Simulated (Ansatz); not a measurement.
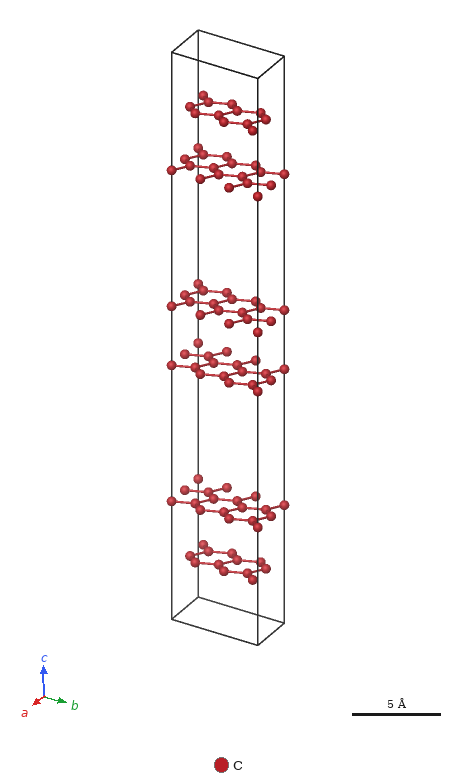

*The input geometry (ball-and-stick view of the 2 × 3 repeat of the cell, with the vacuum cut short, seen slightly off an axis). An atom can appear more than once, as a periodic image.*

# Run report: C, single-point calculation

System: C (R-3m, 12 atoms in the cell).
Method: DFT r2SCAN, scalar-relativistic, plane waves, PAW, no spin polarisation (Ansatz 0.2.0).

The structure derives from an entry of the Crystallography Open Database. It belongs to a series of runs on one base structure; here: the relaxed cell repeated 3 times.

Output
```
Engine: ansatz 0.2.0, x86_64-unknown-linux-gnu
Pseudopotentials: kind: paw
Pseudopotential: C, paw, valence charge 4, recommended cutoff 500 eV (meta_gga), C.paw.azcp
Functional definition: r2SCAN
  parameter k0 = 0.174
  parameter k1 = 0.065
  parameter a1 = 4.9479
  exchange = r2scan_x(k0 = k0, k1 = k1, a1 = a1)
  correlation = r2scan_c
Crystal: 12 atoms, lattice volume = 181.673 Å³
Basis set: ecut = 500 eV, 4705 PW (Γ), exchange–correlation on 72×72×1024 points (64 copies of the dense FFT grid, shifted against one another)
Bands: 36, of which v1, the nominal top of the filled ones, is band 24 counted from 1 (23 counted from 0)
Symmetry: 36 space group operations
Space group: R-3m (ITA 166), of the structure as read, at distance tolerance 5.7e-5 Å
k-points: 104 of 968
Non-local potential: C, projectors of the file, l = 0: 2, l = 1: 2, l = 2: 1
PAW form: soft (Blöchl's): semilocal exchange-correlation on the pseudo side does not see the compensation charge
PAW frozen core: C, regenerated for the run's functional (the file was generated under x = pbe(κ = 0.804, μ = 0.2195149727645171), c = pbe(β = 0.06672455060314922))
PAW one-centre angular grid: C, 302 points (default); XC on 239 of its mesh's 2573 points in the sphere
Initial density: superposition of atomic densities (neutral atoms: chi_scale 0, normalization atom), corrected by the library's trained network
Initial wavefunctions: pseudopotential atomic-orbital guess
Functional: x = r2scan, c = r2scan; τ floored in thin density (d = 2e-4 eV/Å³)
SCF iter   1: F=—  HF=-3019.680769 eV  |F-HF|=—  |Δ(HF+E_count)|=         —  Δρ=6.06e-3  dr2=2.30e-2  dr2_τ=2.48e0  ethr=1.77e-3  ⟨swp⟩=13.4  Hψ=26499  notcnv=0  defer=47
preconditioner: auto → Resta (q_TF=auto, 2.185 Å⁻¹)  ε∞=2.4  [insulator: Δε(μ)=0.669 eV  Ē_g=16.098 eV  σ=0.150 eV  W_gap=1.00  n_scr=24 (ndim 8)  ℏωp=19.1 eV  f_vac=0.405  D(μ)=0.00/eV (n_scr^D=0)  ε∞_Penn≈2.4  vacuum switching on, ρ_ref=1.9e-2 e/Å³]
SCF iter   2: F=—  HF=-3019.916016 eV  |F-HF|=—  |Δ(HF+E_count)|=   2.35e-1  Δρ=4.08e-3  dr2=8.93e-3  dr2_τ=4.19e-4  ethr=4.79e-5  ⟨swp⟩=2.0  Hψ=7409  notcnv=0  defer=507
SCF iter   3: F=—  HF=-3019.920408 eV  |F-HF|=—  |Δ(HF+E_count)|=   4.39e-3  Δρ=7.88e-4  dr2=7.56e-4  dr2_τ=1.58e-4  ethr=1.86e-5  ⟨swp⟩=2.9  Hψ=5755  notcnv=0  defer=507
SCF iter   4: F=—  HF=-3019.920335 eV  |F-HF|=—  |Δ(HF+E_count)|=   7.36e-5  Δρ=2.73e-4  dr2=7.00e-5  dr2_τ=4.43e-6  ethr=1.58e-6  ⟨swp⟩=2.8  Hψ=5298  notcnv=0  defer=507
SCF iter   5: F=—  HF=-3019.920463 eV  |F-HF|=—  |Δ(HF+E_count)|=   1.28e-4  Δρ=1.54e-4  dr2=1.61e-5  dr2_τ=1.97e-6  ethr=1.46e-7  ⟨swp⟩=2.1  Hψ=5928  notcnv=0  defer=513
SCF iter   6: F=—  HF=-3019.920470 eV  |F-HF|=—  |Δ(HF+E_count)|=   7.11e-6  Δρ=4.80e-5  dr2=1.51e-6  dr2_τ=8.96e-8  ethr=3.35e-8  ⟨swp⟩=2.6  Hψ=5883  notcnv=0  defer=513
SCF iter   7: F=-3019.920470 eV  HF=-3019.920470 eV  |F-HF|=2.96e-8  |Δ(HF+E_count)|=   4.17e-7  Δρ=6.77e-6  dr2=5.52e-8  dr2_τ=7.72e-9  ethr=2.08e-10  ⟨swp⟩=36.5  Hψ=39626  notcnv=0
the search or the solves at the SCF's close seem to have found levels that the self-consistency loop had missed (the run counts 1). By its estimate they hold under 1e-12 electrons; where the run keeps them, the occupations were computed again with them
SCF 1 converged in 7 iterations: F = -3019.920470 eV  dr2 = 5.52e-8
  greatest PAW one-centre occupation: 0.687 electrons in one spin orbital (limit 2), on the C atom at site 5 (counted from 0), in its partial waves of l = 0
```

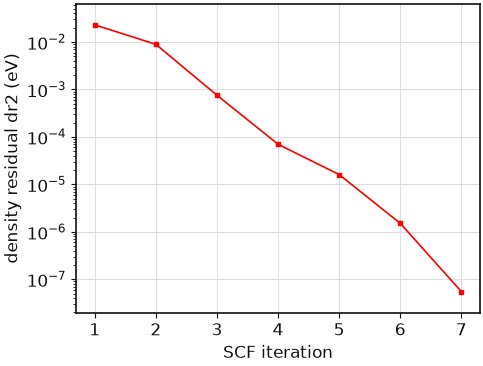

*Convergence of the self-consistent field: density residual dr2 against the SCF iteration.*

The residual falls at every step.

```
WARN: The output density's exchange-correlation potential varies sharply where the density is thin. Do not read a vacuum level from v_tot or v_xc, or from such a field of the output density. On a cell that repeats whose density bears no net charge and no dipole along the vacuum's axis use v_es (v_loc + v_h of the components); under efield.dipole_correction with no amplitude use v_es + v_field, which holds any external_charges[].barrier, or the levels of the report's work_function block, which leave it out; under a non-zero efield.amplitude the vacuum is tilted and has no level; on a cell that repeats and bears such a dipole with no correction it is tilted too, and efield.dipole_correction with no amplitude gives each side of its ramp a level where efield: is served; in a cell that repeats whose density bears a net charge (total_charge, or a fill off its count) it is curved and has none; of a slab under crystal.periodic whose density bears no net charge use v_es, which has a level on each side, short of where the two are joined; of another it falls or rises all the way out and has none; of a slab beside external_charges read slab_vacuum_level instead, which it has where they leave it neutral. The grid or the basis barely resolves most such structure, and the values can differ between equally converged runs; as a rule a tighter scf.convergence.dr2_threshold does not remove it. Where the density itself ripples (under the LDA too) a higher basis.ecutwfc lessens it. The files hold the spikes' plane waves up to the density's cutoff. Files: v_tot_of_output_density and the like, and their columns of v_z.tsv (output.write_potential); v_xc_of_output_density and the like, and their columns of v_comp_z.tsv (output.write_potential_components). Measured: with its Gaussian average of σ = 0.25 Å subtracted twice, the exchange-correlation potential is over 0.1 eV at 6930 of the grid points where the equally averaged density (valence and model cores) is under 1e-3 e/Å³, and 1.82 eV at the most among them, at an averaged density of 7.7e-6 e/Å³. The input density's (outcome.potential() and, of a run that writes arrays, v_tot and v_xc) is over 0.1 eV, so measured, at 6878 points of its own thin density, 2.84 eV at the most. See output.write_potential in the manual, Limitations
SCF converged after 7 iterations
Free energy (F): -3019.920470 eV
Harris-Foulkes:  -3019.920470 eV  (|F-HF|=2.96e-8)
Internal energy: -3019.920428 eV  (E = F + TS)
E sigma→0 (E₀):  -3019.920449 eV
Entropy (-TS):   -0.000042 eV (-0.004 meV/atom)
Fermi energy:    2.303371 eV
--- Per-component energies (eV) ---
  E_band       = -359.813391
  E_kinetic    = 1090.438046
  E_local      = -7297.561551  (includes V_loc(G=0)·N_el)
  E_nonlocal   = 323.394693
  E_hartree    = 3172.821231
  E_xc         = -566.370575
  E_vxc        = -784.901684  (∫ρ·V_xc dr)
  E_paw        = -1210.560788  (= ΣΔE_a)
  E_vpaw       = -81.063141  (= ΣTr[D̂ρ^β])
  E_aug_tail   = 0.000064  (compensation charges beyond the density's cutoff)
  E_vtau       = 44.242149  (kinetic-family band-sum trace: ∫τ·v_τ [+ j·A + Jᵃ·Aᵃ] dr)
  E_ewald      = 1468.215738
  E_core_change = -0.297285  (= ΣΔE_core)
  E_smearing   = -0.000042  (= −TS)
  E_closure    = 0.000000  (closes the sum)
  Σ components = -3019.920470   (vs F -3019.920470, Δ=0.00e0)
--- Forces (eV/Å), atoms counted from 1 ---
  atom   1  C     -0.00000000    -0.00000000     0.00481828
  atom   2  C      0.00000000    -0.00000000     0.00481828
  atom   3  C      0.00000000    -0.00000000     0.00481828
  atom   4  C      0.00000000     0.00000000    -0.00481828
  atom   5  C      0.00000000     0.00000000    -0.00481828
  atom   6  C     -0.00000000     0.00000000    -0.00481828
  atom   7  C     -0.00000000    -0.00000000     0.00089291
  atom   8  C     -0.00000000    -0.00000000     0.00089291
  atom   9  C      0.00000000    -0.00000000     0.00089291
  atom  10  C      0.00000000     0.00000000    -0.00089291
  atom  11  C      0.00000000     0.00000000    -0.00089291
  atom  12  C     -0.00000000     0.00000000    -0.00089291
  max |Σ_I F_I| component: 1.23e-16 eV/Å
--- Stress (GPa, compression-positive) ---
       -0.015379       0.000000      -0.000000
        0.000000      -0.015379      -0.000000
       -0.000000      -0.000000       0.036289
  P = ⅓ Tr σ = 0.0018 GPa (0.018 kbar)
--- Band table (eV; the first three rows and the last of 104) ---
  k-point 0: bands = ["-18.6290", "-18.6290", "-18.6290", "-18.5266", "-18.5266", "-18.5266", "-6.2421", "-6.2419", "-6.2419", "-5.4543", "-5.4543", "-5.4540", "-0.9667", "-0.9667", "-0.9667", "-0.9667", "-0.9667", "-0.9667", "-0.9608", "-0.9608", "-0.9608", "-0.9608", "-0.9608", "-0.9608", "5.7265", "5.9487", "5.9487", "6.7332", "6.7332", "7.5022", "8.3232", "9.3643", "9.3643", "11.0317", "11.0317", "11.0317"]
  k-point 1: bands = ["-18.6290", "-18.6290", "-18.6289", "-18.5266", "-18.5266", "-18.5266", "-6.2421", "-6.2421", "-6.2419", "-5.4544", "-5.4541", "-5.4541", "-0.9667", "-0.9667", "-0.9667", "-0.9667", "-0.9667", "-0.9667", "-0.9608", "-0.9608", "-0.9608", "-0.9608", "-0.9608", "-0.9608", "5.7843", "5.7843", "6.1124", "6.4669", "7.1838", "7.1838", "8.7163", "8.7163", "9.7732", "11.0297", "11.0317", "11.0317"]
  k-point 2: bands = ["-18.5769", "-18.5769", "-18.5769", "-18.4749", "-18.4749", "-18.4749", "-6.1793", "-6.1791", "-6.1791", "-5.3929", "-5.3929", "-5.3926", "-1.1845", "-1.1845", "-1.1845", "-1.1769", "-1.1769", "-1.1769", "-1.0805", "-1.0805", "-1.0805", "-1.0735", "-1.0735", "-1.0735", "5.7937", "6.0159", "6.0159", "6.7988", "6.7988", "7.5680", "8.3855", "9.4253", "9.4254", "11.0556", "11.0559", "11.0616"]
  k-point 103: bands = ["-11.6722", "-11.6722", "-11.6722", "-11.6246", "-11.6246", "-11.6246", "-10.9203", "-10.9203", "-10.9203", "-10.8894", "-10.8894", "-10.8894", "-8.8083", "-8.8083", "-8.8083", "-8.7973", "-8.7973", "-8.7973", "1.6251", "1.6251", "1.6252", "1.9677", "1.9678", "1.9678", "2.6389", "2.6390", "2.6390", "2.9087", "2.9087", "2.9087", "13.3163", "13.3249", "13.3249", "13.3486", "13.3512", "13.3512"]
```

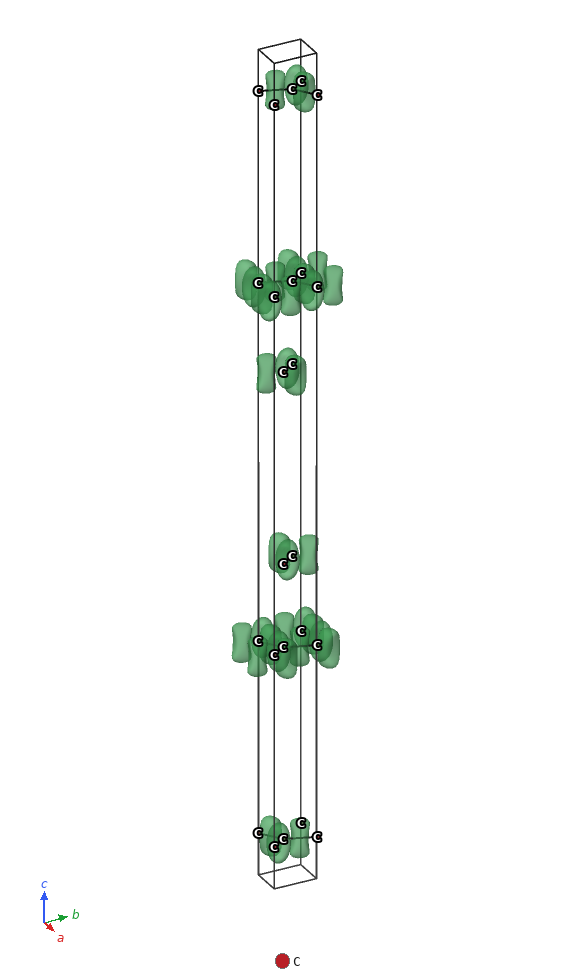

*Isosurface of the electron localisation function at 0.7 (green), seen slightly off an axis. Core shells and regions of very low density are left out. Sticks mark near contacts. The outline is the cell set on symmetry axes.*

Along the contacts the grid gives the following. C–C (1.42 Å): the ELF peaks at about 0.95 between the atoms (a covalent bond). In a PAW calculation such maps are meaningful between the atoms, not at the nuclei.

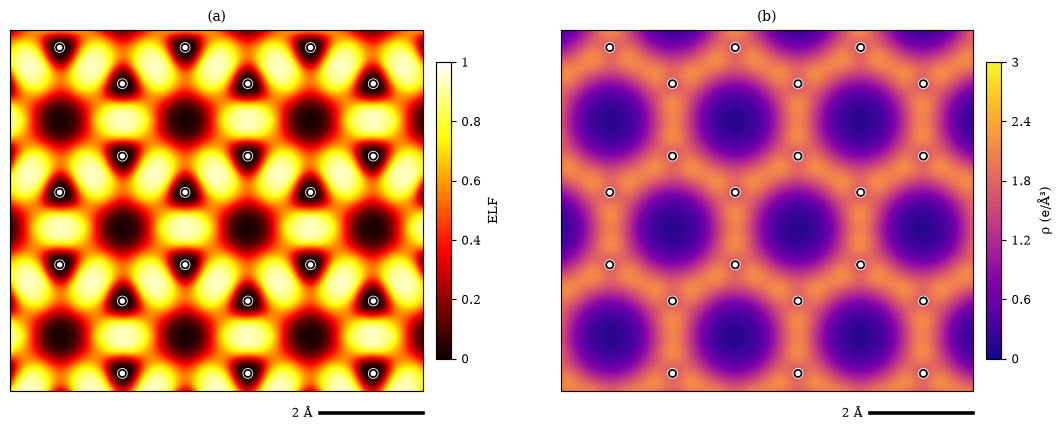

*(a) electron localisation function; (b) valence electron density on the (001) plane of the conventional cell. Circles mark the nuclei in the plane (C).*

The section cuts through C sites. C–C (1.42 Å): the density is about 2.1 e/Å³ at the midpoint; the ELF peaks at about 0.95 between the atoms (a shared electron pair). Away from the nuclei the density in this plane falls to 0.15 e/Å³ at its lowest.

This output came from the following input.

Input
```yaml
crystal:
  lattice:
    - [-1.2279270678, -2.1268320694, 0.0]
    - [1.2279270678, -2.1268320694, 0.0]
    - [0.0, -1.0e-10, 34.7820594355]
  atoms:
    - { symbol: C, position: [1.0, 1.0, 0.0505160533] }
    - { symbol: C, position: [0.3333333333, 0.3333333333, 0.3838493867] }
    - { symbol: C, position: [0.6666666667, 0.6666666667, 0.71718272] }
    - { symbol: C, position: [1.0, 1.0, 0.9494839467] }
    - { symbol: C, position: [0.3333333333, 0.3333333333, 0.28281728] }
    - { symbol: C, position: [0.6666666667, 0.6666666667, 0.6161506133] }
    - { symbol: C, position: [1.0, 1.0, 0.2828113659] }
    - { symbol: C, position: [0.3333333333, 0.3333333333, 0.6161446993] }
    - { symbol: C, position: [0.6666666667, 0.6666666667, 0.9494780326] }
    - { symbol: C, position: [1.0, 1.0, 0.7171886341] }
    - { symbol: C, position: [0.3333333333, 0.3333333333, 0.0505219674] }
    - { symbol: C, position: [0.6666666667, 0.6666666667, 0.3838553007] }
basis:
  ecutwfc: 500
kpoints:
  mp_grid: { grid: [22, 22, 2] }
hamiltonian:
  xc: r2scan
scf:
  occupations: { method: gaussian, width: 0.15 }
output:
  forces: true
  stress: true
  eigenvalues: true
  write_density: true
  write_potential: true
  elf: true
  volumetric_format: npy
```

Launched with:
```bash
ansatz run input.yaml --threads 2 --pin off --max-ram 5120MiB --backend cpu --events-out ev --progress --plain --runs-dir out
```

Key numbers

- outcome: converged
- space group (tolerance 0.01 Å): R-3m (166)
- electrons treated: 48
- free energy: −3019.9205 eV
- Fermi energy: 2.303 eV
- gap on the k-point mesh: 0.67 eV
- pressure: 0.00 GPa
- largest force (length of the vector): 0.005 eV/Å
- hardware: 2 threads of Intel Xeon (Granite Rapids), 32 GiB of memory available, shared host
- wall time: 24 s (CPU time 48 s)
- peak memory: 1.1 GiB

Notes

The program warns: the exchange-correlation potential is rough where the density is thin.
